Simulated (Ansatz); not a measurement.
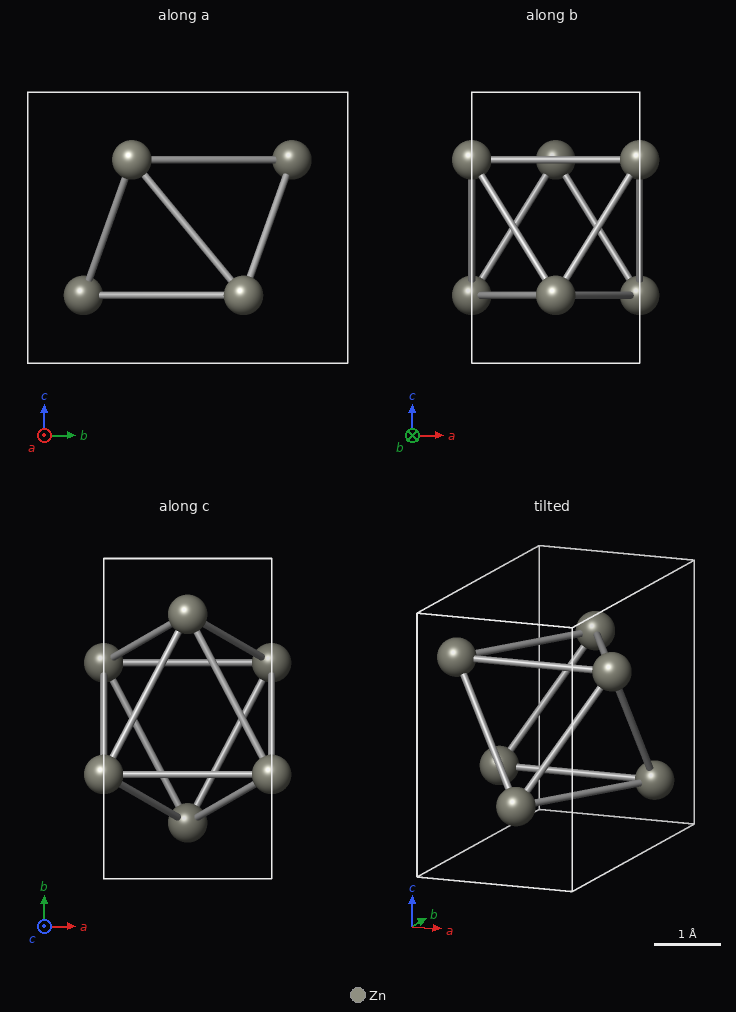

The image is a ball-and-stick drawing of a crystal, viewed along the a axis, along the b axis, along the c axis and slightly off an axis. The lines enclose the conventional unit cell; boundary atoms appear with their images.

Lattice parameters: a = 2.5629 Å, b = 4.8879 Å, c = 4.1378 Å, α = 90.000°, β = 90.000°, γ = 90.000°.

> Give the structure in the form of a CIF in P1 with every atom of the cell, with free fractional coordinates to two decimals.

```cif
data_structure
_symmetry_space_group_name_H-M 'P 1'
_symmetry_Int_Tables_number 1
_cell_length_a 2.5629
_cell_length_b 4.8879
_cell_length_c 4.1378
_cell_angle_alpha 90.000
_cell_angle_beta 90.000
_cell_angle_gamma 90.000
_cell_volume 51.84
loop_
_atom_site_label
_atom_site_type_symbol
_atom_site_fract_x
_atom_site_fract_y
_atom_site_fract_z
_atom_site_occupancy
Zn1 Zn 0.00 0.33 0.75 1
Zn2 Zn 0.50 0.17 0.25 1
Zn3 Zn 0.50 0.83 0.75 1
Zn4 Zn 0.00 0.67 0.25 1
```

The structure comes from a structure type filled with this element by a generator (whether the element takes this form wasn't checked). Earlier steps of the study may have refined or changed the cell and positions. It was run through Ansatz as a DFT input.

At this level of theory the cell isn't at rest (compressed, at 5 GPa), so its distances can differ from those at equilibrium, the more so the softer the solid.
